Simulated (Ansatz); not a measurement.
# TaSi$_{31}$ (cell charge +1, with a compensating background) (cell with a defect): what the fields show

Input

```
crystal:
  lattice:
    - [5.4338340902, -5.4338340902, 5.4338340902]
    - [-5.4338340902, 5.4338340902, 5.4338340902]
    - [-5.4338340902, -5.4338340902, -5.4338340902]
  atoms:
    - { symbol: Ta, position: [0.25, 0.0, 0.5] }
    - { symbol: Si, position: [0.5013594475, 0.0, 0.2465934038] }
    - { symbol: Si, position: [0.75, 0.0, 0.0] }
    - { symbol: Si, position: [-0.0034065962, 0.2513594475, 0.5] }
    - { symbol: Si, position: [0.25, 0.2513594475, 0.2465934038] }
    - { symbol: Si, position: [-0.0034065962, 0.0, 0.7513594475] }
    - { symbol: Si, position: [0.75, 0.5, 0.5] }
    - { symbol: Si, position: [0.5034065962, 0.2534065962, 0.0047660436] }
    - { symbol: Si, position: [0.7547660436, 0.2534065962, 0.7534065962] }
    - { symbol: Si, position: [-0.0013594475, 0.4952339564, 0.2486405525] }
    - { symbol: Si, position: [0.5013594475, 0.7465934038, 0.5] }
    - { symbol: Si, position: [0.25, 0.5, 0.0] }
    - { symbol: Si, position: [0.7452339564, 0.7486405525, 0.2486405525] }
    - { symbol: Si, position: [0.5034065962, 0.5047660436, 0.7534065962] }
    - { symbol: Si, position: [-0.0013594475, 0.7486405525, -0.0047660436] }
    - { symbol: Si, position: [0.25, 0.7465934038, 0.7513594475] }
    - { symbol: Si, position: [0.25, 0.0, 0.7641778501] }
    - { symbol: Si, position: [0.5141778501, 0.0, 0.5] }
    - { symbol: Si, position: [0.7508235274, 0.0, 0.2487090799] }
    - { symbol: Si, position: [0.0021144475, 0.2512909201, 0.7512909201] }
    - { symbol: Si, position: [0.25, 0.2641778501, 0.5] }
    - { symbol: Si, position: [-0.0012909201, 0.0, 0.0008235274] }
    - { symbol: Si, position: [0.7491764726, 0.4991764726, 0.7478855525] }
    - { symbol: Si, position: [0.5012909201, 0.2512909201, 0.2521144475] }
    - { symbol: Si, position: [0.7491764726, 0.2478855525, -0.0008235274] }
    - { symbol: Si, position: [-0.0012909201, 0.5008235274, 0.5] }
    - { symbol: Si, position: [0.5012909201, 0.7521144475, 0.7512909201] }
    - { symbol: Si, position: [0.25, 0.5008235274, 0.2487090799] }
    - { symbol: Si, position: [0.7508235274, 0.7487090799, 0.5] }
    - { symbol: Si, position: [0.4978855525, 0.4991764726, -0.0008235274] }
    - { symbol: Si, position: [-0.0141778501, 0.7358221499, 0.2358221499] }
    - { symbol: Si, position: [0.25, 0.7487090799, 0.0008235274] }
  host:
    lattice:
      - [0.0, 2.7169170451, 2.7169170451]
      - [2.7169170451, 0.0, 2.7169170451]
      - [2.7169170451, 2.7169170451, 0.0]
    atoms:
      - { symbol: Si, position: [0.25, 0.25, 0.25] }
      - { symbol: Si, position: [0.0, 0.0, 0.0] }
total_charge: 1
basis:
  ecutwfc: 420
  xc_grid: 2
kpoints:
  mp_grid: { grid: [2, 2, 2], shift: [0.5, 0.5, 0.5] }
hamiltonian:
  xc: pbesol
scf:
  occupations: { method: gaussian, width: 0.02 }
output:
  forces: true
  stress: false
  eigenvalues: true
  charged_corrections:
    defect_position: [0.25, 0.0, 0.5]
    epsilon: [[13.2946, 0.0, 0.0], [0.0, 13.2946, 0.0], [0.0, 0.0, 13.2946]]
  write_density: true
  write_potential: true
  elf: true
  volumetric_format: npy
relax:
  adjacent_minimum: "off"
  f_tol: 0.03
  max_steps: 40
```

Command:

```sh
ansatz run input.yaml --threads 8 --pin off --max-ram 16384MiB --backend cpu --events-out ev --progress --plain --runs-dir out
```

Computed with DFT PBEsol, scalar-relativistic, plane waves, PAW in Ansatz.

The density is the valence pseudo-density of a PAW calculation; it isn't the true density close to the nuclei.

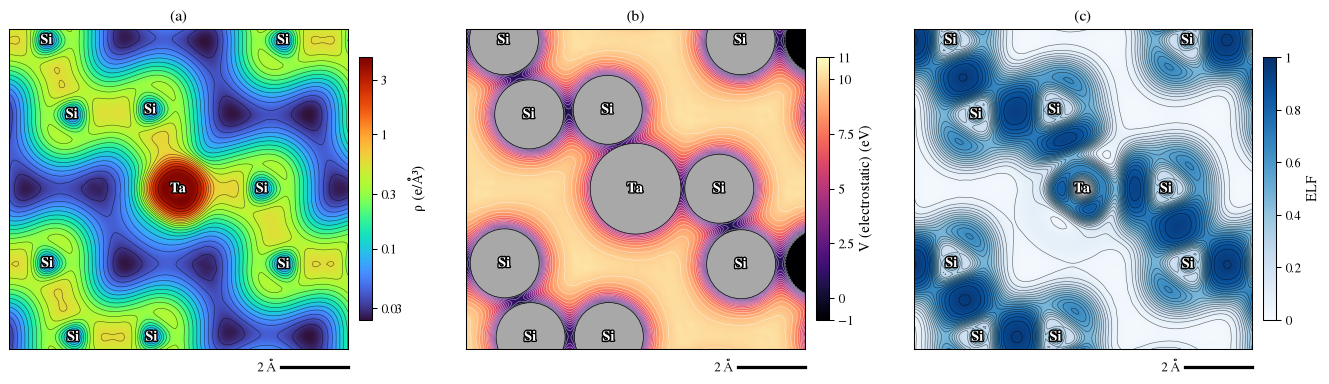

Figure 1. (a) valence pseudo-density; (b) electrostatic potential (local pseudopotential plus Hartree) felt by an electron; (c) electron localisation function on the (100) plane of the calculation cell. Grey discs cover the atomic cores in the potential map.

Q: Interpret the plot.

A: The plane passes through Ta and Si nuclei.
Si–Si (2.35 Å): the density is about 0.54 e/Å³ at the midpoint; the ELF peaks at about 0.95 between the atoms, as expected for localised, covalent bonding.
Ta–Si (2.50 Å): the density is about 0.61 e/Å³ at the midpoint; the ELF peaks at about 0.95 in the valence shell of Si, 0.9 Å from its nucleus, and is about 0.75 at the midpoint.
Between the atoms the lowest density in this plane is 0.02 e/Å³.
The features right at Ta lie inside the PAW spheres, where the map follows smoothed inner orbitals and isn't to be read closely.
Outside the cores the potential energy rises away from the atoms and is highest about 2.2 Å from the nearest atoms; its zero is arbitrary.

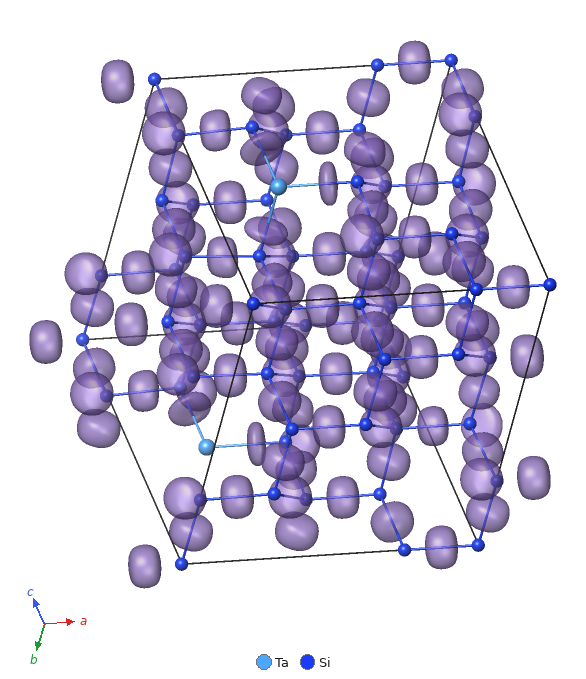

Figure 2. Isosurface of the electron localisation function at 0.8 (purple), seen at an oblique angle. Core shells and regions of very low density are left out. Sticks mark near contacts.

Q: Where are the electrons localised?

A: At this value the surface marks out 60 regions between bonded Si–Si atoms (shared pairs) and four lobes of the valence shell of Si pointing towards Ta (polar bonds), counted in one cell of 32 atoms. Regions shared between cells count once. Along the contacts the grid gives the following. Si–Si (2.34 Å): the ELF peaks at about 0.95 between the atoms (a covalent bond).

Q: Metal or insulator at this level of theory?

A: It is gapped, with a Kohn–Sham gap of 0.69 eV on the k-point mesh, an upper bound to the gap of this method.
